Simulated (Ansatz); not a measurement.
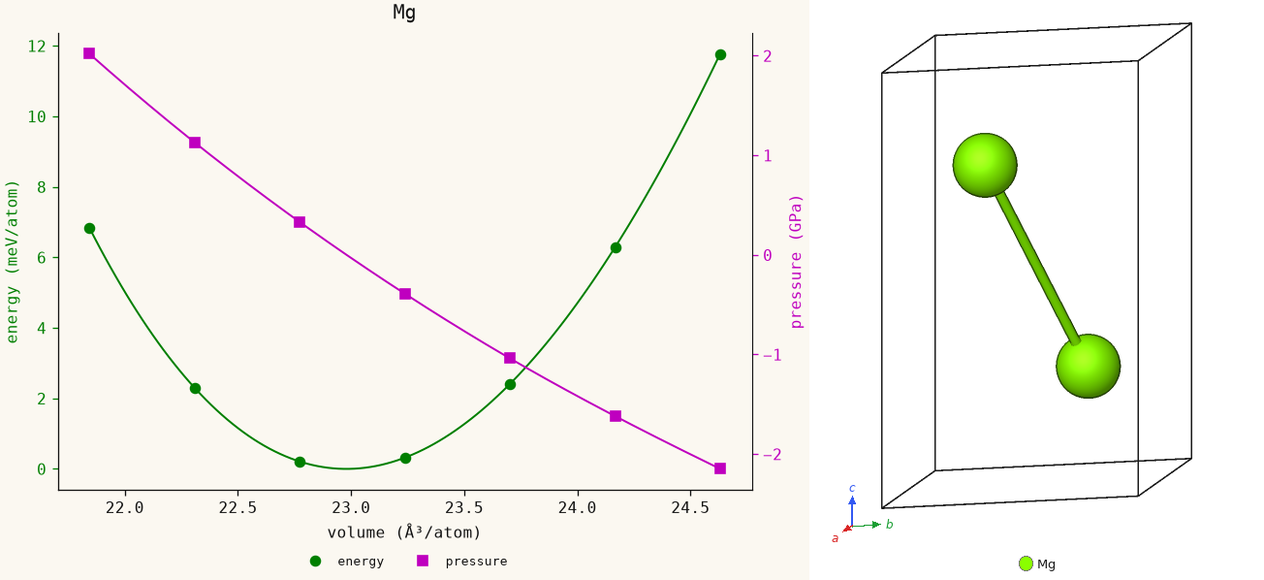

The plot gives the computed energy and pressure against volume for Mg, space group P6_3/mmc (No. 194). The conventional cell is drawn beside the plot.

Starting cell:
```
Mg
1.0
     3.20930    0.00000    0.00000
    -1.60465    2.77934    0.00000
     0.00000    0.00000    5.21030
Mg
2
Direct
  0.66667 0.33333 0.75000
  0.33333 0.66667 0.25000
```

Method: plane-wave DFT, no spin polarisation; energies at scaled volumes of the given cell, shape and fractions fixed, counted from the fit's minimum, third-order Birch-Murnaghan fit (Ansatz 0.2.0). Level: PBE.

- k mesh: 10×10×5
- occupations: Fermi–Dirac
- smearing width: 0.05 eV
- potentials: SPMS NC
- wave cutoff: 761.9 eV
- density cutoff: 3048 eV

How stiff is the solid, and where is its volume at rest?

Answer. A third-order Birch–Murnaghan fit gives V0 = 22.98 Å³/atom, B0 = 35.8 GPa and B′ = 4.2.

Read off the course of the pressure.

Answer. It falls from 2.02 GPa at volume 21.84 Å³/atom to −2.15 GPa at 24.63 Å³/atom, and changes sign near 22.99 Å³/atom.

Keep in mind: shape and atomic fractions are frozen while scaling, which makes layered, chain and framework solids too stiff.

The computed values:

```
volume (Å³/atom)  energy (meV/atom)  pressure (GPa)
           21.84               6.84            2.02
           22.31               2.30            1.13
           22.77               0.21            0.33
           23.24               0.32           -0.39
           23.70               2.41           -1.04
           24.17               6.28           -1.62
           24.63              11.77           -2.15
```
